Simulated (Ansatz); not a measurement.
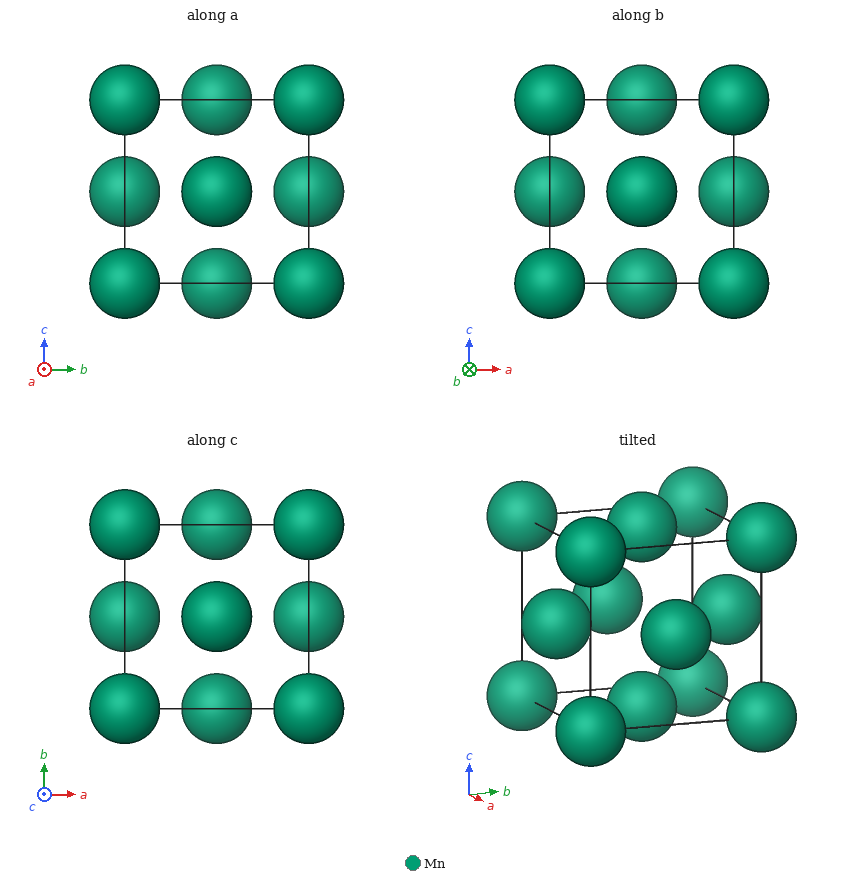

The structure above is drawn in spheres-only style and viewed along the a axis, along the b axis, along the c axis and slightly off an axis. One drawn cell (a repeat of the simulation cell) is framed, with atoms on its boundary repeated.

Lattice parameters: a = 3.379 Å, b = 3.379 Å, c = 3.370 Å, α = 90.00°, β = 90.00°, γ = 90.00°. Put a along x and b in the xy plane.

Question: Put the structure into a POSCAR file.

Answer:
```
Mn
1.0
     3.379    0.000    0.000
     0.000    3.379    0.000
     0.000    0.000    3.370
Mn
4
Direct
  0.5000 0.0000 0.5000
  0.0000 0.0000 0.0000
  0.0000 0.5000 0.5000
  0.5000 0.5000 0.0000
```

Provenance: a structure type filled with this element by a generator (whether the element takes this form wasn't checked). Earlier steps of the study may have refined or changed the cell and positions. A calculation with Ansatz used it as input.

At this level of theory the cell isn't at rest (compressed, at 31 GPa), so its distances can differ from those at equilibrium, the more so the softer the solid.
